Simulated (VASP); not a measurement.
# Run report: ZnCu$_{2}$SnS$_{4}$, geometry relaxation (part 3 of 4)

ZnCu$_{2}$SnS$_{4}$ (I-4, 8 atoms in the cell); Kohn-Sham DFT of a periodic cell, PBE with D3(BJ), VASP PAW PBE potentials, recommended, no spin polarisation (VASP 6.6.1); cutoff 600 eV, 10×10×10 k-mesh, Gaussian smearing of 0.03 eV. The structure derives from an entry of the Crystallography Open Database.

Geometry of the input (Å; fractional positions):
```
-2.7171  2.7171  5.4248
2.7171  -2.7171  5.4248
2.7171  2.7171  -5.4248
Zn 0.2500  0.7500  0.5000
Cu 0.0000  0.0000  0.0000
Cu 0.7500  0.2500  0.5000
Sn 0.5000  0.5000  0.0000
S  0.3716  0.8844  0.9996
S  0.1156  0.1152  0.4872
S  0.8848  0.3720  0.0004
S  0.6280  0.6284  0.5128
```

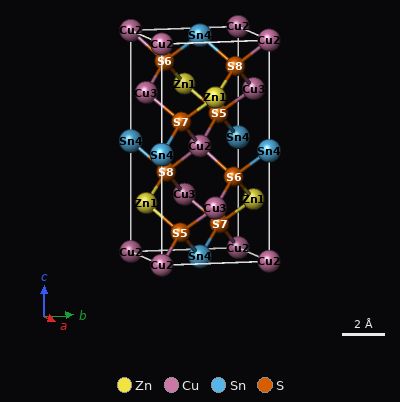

**Figure 1.** The structure as given in the input (ball-and-stick view of the cell 2 times as large as that of the calculation, set on its symmetry axes, seen slightly off an axis; atoms are numbered from 1 in the order of the input). An atom can appear more than once, as a periodic image.

Parts of OUTCAR, continued
```
  FORCE on cell =-STRESS in cart. coord.  units (eV):
  Direction    XX          YY          ZZ          XY          YZ          ZX
  --------------------------------------------------------------------------------------
  -------------------------------------------------------------------------------------
  Total       0.69164     0.69164     0.74566     0.00000     0.00000     0.00000
  in kB       7.10905     7.10905     7.66430     0.00000     0.00000     0.00000
  external pressure =        7.29 kB  Pullay stress =        0.00 kB

 VOLUME and BASIS-vectors are now :
 -----------------------------------------------------------------------------
  energy-cutoff  :      600.00
  volume of cell :      155.88
      direct lattice vectors                 reciprocal lattice vectors
    -2.693558130  2.693558137  5.371159293     0.000000000  0.185628071  0.093089773
     2.693558130 -2.693558137  5.371159293     0.185628071 -0.000000000  0.093089773
     2.693558137  2.693558130 -5.371159293     0.185628071  0.185628071  0.000000000

 POSITION                                       TOTAL-FORCE (eV/Angst)
 -----------------------------------------------------------------------------------
      2.69356     -0.00000      2.68558         0.000000      0.000000      0.000000
      0.00000      0.00000     -0.00000         0.000000      0.000000      0.000000
      0.00000      2.69356      2.68558         0.000000      0.000000      0.000000
      0.00000      0.00000      5.37116         0.000000      0.000000      0.000000
      1.42796     -1.39511      6.76511         0.100163     -0.002650     -0.009532
      1.29845      1.26560     -1.39395        -0.002650     -0.100163      0.009532
      1.26560      4.08866      1.39395        -0.100163      0.002650     -0.009532
      1.39511      1.42796      3.97721         0.002650      0.100163      0.009532
 -----------------------------------------------------------------------------------
    total drift:                               -0.000001     -0.000001      0.000003

  FREE ENERGIE OF THE ION-ELECTRON SYSTEM (eV)
  ---------------------------------------------------
  free  energy   TOTEN  =       -35.2874546897 eV

  energy  without entropy=      -35.2874546897  energy(sigma->0) =      -35.28745469

--------------------------------------- Ionic step        5  -------------------------------------------

 number of electron      72.0000009 magnetization

------------------------ aborting loop because EDIFF is reached ----------------------------------------

 Edisp (eV)   -2.74038

 E8    (eV) :    -1.1147

  FORCE on cell =-STRESS in cart. coord.  units (eV):
  Direction    XX          YY          ZZ          XY          YZ          ZX
  --------------------------------------------------------------------------------------
  -------------------------------------------------------------------------------------
  Total      -0.33847    -0.33847    -0.24576     0.00000    -0.00000     0.00000
  in kB      -3.43567    -3.43567    -2.49462     0.00000    -0.00000     0.00000
  external pressure =       -3.12 kB  Pullay stress =        0.00 kB

 VOLUME and BASIS-vectors are now :
 -----------------------------------------------------------------------------
  energy-cutoff  :      600.00
  volume of cell :      157.84
      direct lattice vectors                 reciprocal lattice vectors
    -2.704586503  2.704586514  5.394595912     0.000000000  0.184871143  0.092685348
     2.704586503 -2.704586514  5.394595912     0.184871143 -0.000000000  0.092685348
     2.704586514  2.704586503 -5.394595912     0.184871144  0.184871143  0.000000000

 POSITION                                       TOTAL-FORCE (eV/Angst)
 -----------------------------------------------------------------------------------
      2.70459     -0.00000      2.69730         0.000000     -0.000000     -0.000000
      2.70459     -2.70459      5.39460         0.000000     -0.000000     -0.000000
      0.00000      2.70459      2.69730         0.000000     -0.000000      0.000000
      0.00000      0.00000      5.39460         0.000000     -0.000000      0.000000
      1.44398     -1.40217      6.79565        -0.019487      0.027068     -0.036768
      1.30242      1.26061     -1.40105         0.027068      0.019487      0.036768
      1.26061      4.10675      1.40105         0.019487     -0.027068     -0.036768
      1.40217      1.44398      3.99355        -0.027068     -0.019487      0.036768
 -----------------------------------------------------------------------------------
    total drift:                               -0.000001     -0.000001      0.000002

  FREE ENERGIE OF THE ION-ELECTRON SYSTEM (eV)
  ---------------------------------------------------
  free  energy   TOTEN  =       -35.2910894836 eV

  energy  without entropy=      -35.2910894573  energy(sigma->0) =      -35.29108947

--------------------------------------- Ionic step        6  -------------------------------------------

 number of electron      72.0000011 magnetization

------------------------ aborting loop because EDIFF is reached ----------------------------------------

 Edisp (eV)   -2.75164

 E8    (eV) :    -1.1194

  FORCE on cell =-STRESS in cart. coord.  units (eV):
  Direction    XX          YY          ZZ          XY          YZ          ZX
  --------------------------------------------------------------------------------------
  -------------------------------------------------------------------------------------
  Total      -0.05055    -0.05055     0.02974     0.00000    -0.00000    -0.00000
  in kB      -0.51508    -0.51508     0.30298     0.00000    -0.00000    -0.00000
  external pressure =       -0.24 kB  Pullay stress =        0.00 kB

 VOLUME and BASIS-vectors are now :
 -----------------------------------------------------------------------------
  energy-cutoff  :      600.00
  volume of cell :      157.25
      direct lattice vectors                 reciprocal lattice vectors
    -2.701252225  2.701252234  5.387510170     0.000000000  0.185099338  0.092807249
     2.701252225 -2.701252234  5.387510170     0.185099338 -0.000000000  0.092807249
     2.701252234  2.701252225 -5.387510170     0.185099339  0.185099338  0.000000000

 POSITION                                       TOTAL-FORCE (eV/Angst)
 -----------------------------------------------------------------------------------
      2.70125     -0.00000      2.69376         0.000000      0.000000      0.000000
     -0.00000      0.00000      0.00000         0.000000      0.000000      0.000000
      0.00000      2.70125      2.69376         0.000000      0.000000      0.000000
      0.00000      0.00000      5.38751         0.000000      0.000000      0.000000
      1.43914     -1.40003      6.78641         0.015483      0.018285     -0.029048
      1.30122      1.26211     -1.39890         0.018285     -0.015483      0.029048
      1.26211      4.10128      1.39890        -0.015483     -0.018285     -0.029048
      1.40003      1.43914      3.98861        -0.018285      0.015483      0.029048
 -----------------------------------------------------------------------------------
    total drift:                               -0.000002     -0.000001      0.000003

  FREE ENERGIE OF THE ION-ELECTRON SYSTEM (eV)
  ---------------------------------------------------
  free  energy   TOTEN  =       -35.2918919615 eV

  energy  without entropy=      -35.2918919585  energy(sigma->0) =      -35.29189196

--------------------------------------- Ionic step        7  -------------------------------------------

 number of electron      72.0000011 magnetization

------------------------ aborting loop because EDIFF is reached ----------------------------------------

 Edisp (eV)   -2.75112

 E8    (eV) :    -1.1192

  FORCE on cell =-STRESS in cart. coord.  units (eV):
  Direction    XX          YY          ZZ          XY          YZ          ZX
  --------------------------------------------------------------------------------------
  -------------------------------------------------------------------------------------
  Total      -0.07597    -0.07597     0.00548     0.00000     0.00000     0.00000
  in kB      -0.77397    -0.77397     0.05587     0.00000     0.00000     0.00000
  external pressure =       -0.50 kB  Pullay stress =        0.00 kB

 VOLUME and BASIS-vectors are now :
 -----------------------------------------------------------------------------
  energy-cutoff  :      600.00
  volume of cell :      157.27
      direct lattice vectors                 reciprocal lattice vectors
    -2.701406106  2.701406116  5.387837187     0.000000000  0.185088794  0.092801616
     2.701406106 -2.701406116  5.387837187     0.185088794 -0.000000000  0.092801616
     2.701406116  2.701406106 -5.387837187     0.185088795  0.185088794  0.000000000

 POSITION                                       TOTAL-FORCE (eV/Angst)
 -----------------------------------------------------------------------------------
      2.70141     -0.00000      2.69392        -0.000000      0.000000      0.000000
      2.70141     -2.70141      5.38784        -0.000000      0.000000      0.000000
      0.00000      2.70141      2.69392        -0.000000      0.000000      0.000000
      0.00000      0.00000      5.38784        -0.000000      0.000000      0.000000
      1.43936     -1.40013      6.78684         0.013826      0.018984     -0.029184
      1.30128      1.26204     -1.39900         0.018984     -0.013826      0.029184
      1.26204      4.10154      1.39900        -0.013826     -0.018984     -0.029184
      1.40013      1.43936      3.98884        -0.018984      0.013826      0.029184
 -----------------------------------------------------------------------------------
    total drift:                               -0.000001     -0.000001      0.000002

  FREE ENERGIE OF THE ION-ELECTRON SYSTEM (eV)
  ---------------------------------------------------
  free  energy   TOTEN  =       -35.2918915492 eV

  energy  without entropy=      -35.2918915458  energy(sigma->0) =      -35.29189155

--------------------------------------- Ionic step        8  -------------------------------------------

 number of electron      72.0000011 magnetization

------------------------ aborting loop because EDIFF is reached ----------------------------------------

 Edisp (eV)   -2.75198

 E8    (eV) :    -1.1195

  FORCE on cell =-STRESS in cart. coord.  units (eV):
  Direction    XX          YY          ZZ          XY          YZ          ZX
  --------------------------------------------------------------------------------------
  -------------------------------------------------------------------------------------
  Total      -0.05031    -0.05031     0.02966     0.00000     0.00000     0.00000
  in kB      -0.51268    -0.51268     0.30229     0.00000     0.00000     0.00000
  external pressure =       -0.24 kB  Pullay stress =        0.00 kB

 VOLUME and BASIS-vectors are now :
 -----------------------------------------------------------------------------
  energy-cutoff  :      600.00
  volume of cell :      157.23
      direct lattice vectors                 reciprocal lattice vectors
    -2.700637296  2.700637308  5.389311222     0.000000000  0.185141485  0.092776234
     2.700637296 -2.700637308  5.389311222     0.185141485 -0.000000000  0.092776234
     2.700637308  2.700637296 -5.389311222     0.185141485  0.185141484  0.000000000

 POSITION                                       TOTAL-FORCE (eV/Angst)
 -----------------------------------------------------------------------------------
      2.70064     -0.00000      2.69466        -0.000000     -0.000000      0.000000
     -0.00000      0.00000      0.00000        -0.000000     -0.000000     -0.000000
      0.00000      2.70064      2.69466        -0.000000     -0.000000      0.000000
      0.00000      0.00000      5.38931        -0.000000     -0.000000     -0.000000
      1.44024     -1.39879      6.78719         0.001386      0.007641     -0.011224
      1.30185      1.26040     -1.39788         0.007641     -0.001386      0.011224
      1.26040      4.09943      1.39788        -0.001386     -0.007641     -0.011224
      1.39879      1.44024      3.99143        -0.007641      0.001386      0.011224
 -----------------------------------------------------------------------------------
    total drift:                               -0.000001     -0.000001      0.000003

  FREE ENERGIE OF THE ION-ELECTRON SYSTEM (eV)
  ---------------------------------------------------
  free  energy   TOTEN  =       -35.2921446014 eV

  energy  without entropy=      -35.2921445988  energy(sigma->0) =      -35.29214460

--------------------------------------- Ionic step        9  -------------------------------------------

 number of electron      72.0000011 magnetization

 Free energy of the ion-electron system (eV)
  ---------------------------------------------------
  ext. energy  EPLUGINS =         0.00000000
  ---------------------------------------------------
  free energy    TOTEN  =       -32.53966427 eV

  energy without entropy =      -32.53966427  energy(sigma->0) =      -32.53966427

 E-fermi :   5.2104     XC(G=0):  -9.8822     alpha+bet :-10.2444

 val. band max:        5.1174326073   @ k =   0.0000   0.0000   0.0000
 cond. band min:       5.3032892600   @ k =   0.0000   0.0000   0.0000
 fundamental gap:      0.1858566527
 Fermi energy:         5.2103711014
```
